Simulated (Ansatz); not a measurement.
## Electronic structure of Co in real space

Input

```
crystal:
  lattice:
    - [-1.7198986904, 1.4152001341, 1.2604334132]
    - [1.4152001341, -1.7198986904, 1.2604334132]
    - [3.1884643952, 3.1884643952, -1.8184893772]
  atoms:
    - { symbol: Co, position: [0.958504072, 0.041495928, 1.0], spin: 1.685 }
    - { symbol: Co, position: [0.791495928, 0.208504072, 0.5], spin: 1.685 }
hamiltonian:
  xc: pbe
  pseudopotentials:
    kind: paw
    azcp:
      Co: "pseudopotentials/Co.paw.azcp"
basis:
  ecutwfc: 420
  fft_grid_basis: typed
kpoints:
  mp_grid: { grid: [18, 18, 9], shift: [0, 0, 0] }
magnetization:
  spin_polarized: true
scf:
  occupations: { method: fermi_dirac, width: 0.05 }
  lower_state_search: "off"
output:
  stress: true
  write_density: true
  write_potential: true
  elf: true
  volumetric_format: npy
```

Launched as:

```sh
ansatz run input.yaml --threads 2 --pin off --max-ram 6144MiB --backend cpu --events-out ev --progress --plain --runs-dir out
```

Below, planes, directions and counts refer to the conventional cell (a = 2.56 Å, b = 2.56 Å, c = 4.14 Å, α = 89.96°, β = 90.07°, γ = 119.98°).

Space group P6₃/mmc; set up as Co, beta-Sn type; a generated structure, not necessarily the stable one; changed on purpose from its base cell (volume × 1.08); computed pressure about −14 GPa in this cell; spin-polarised.

Method: DFT, PBE, plane waves (420 eV) with PAW, scalar-relativistic (Ansatz).

The density is the valence pseudo-density of a PAW calculation; it isn't the true density close to the nuclei.

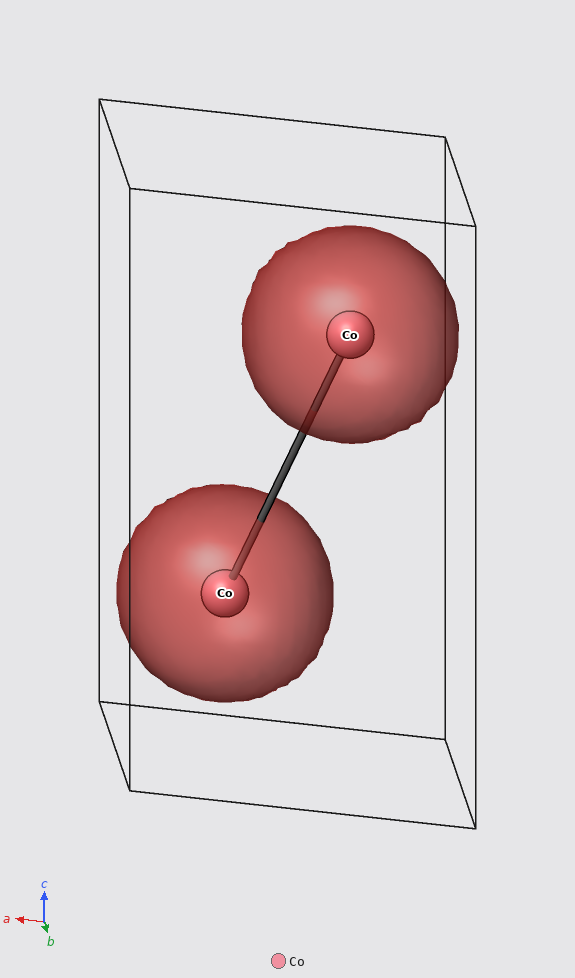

Figure 1. Isosurface of the spin density at +0.2 e/Å³ (red), seen at an oblique angle. Sticks mark near contacts.

> Where is the spin, and how is it ordered?

The spin density sits on Co: +1.7 μB (×2) in one cell of 2 atoms: parallel main moments (a ferromagnetic arrangement) in this solution. The cell of the calculation (2 atoms) carries 3.3 μB of net spin moment.

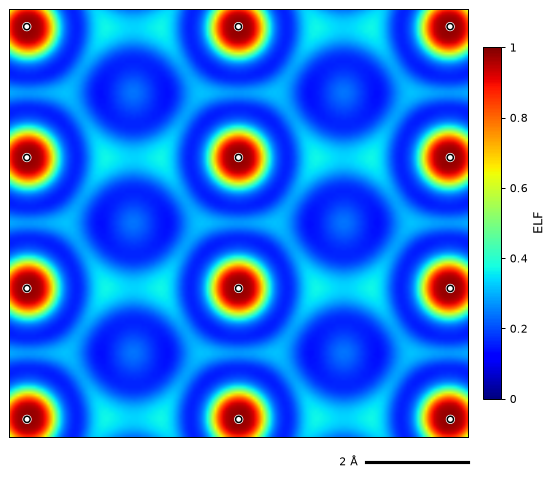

Figure 2. Electron localisation function on the (11̄0) plane of the conventional cell. Circles mark the nuclei in the plane (Co).

> What does the map show?

The section cuts through Co sites.
Atoms just off the plane (Co, 0.7 Å away) can leave unmarked features too.
Co–Co (2.56 Å): the ELF is about 0.25 at the midpoint: no localised pair shows between them.
The features right at Co lie inside the PAW spheres, where the map follows smoothed inner orbitals and isn't to be read closely.

> Does the calculation make it a metal, or give it a gap?

It is gapless in this calculation (a metal or semimetal).
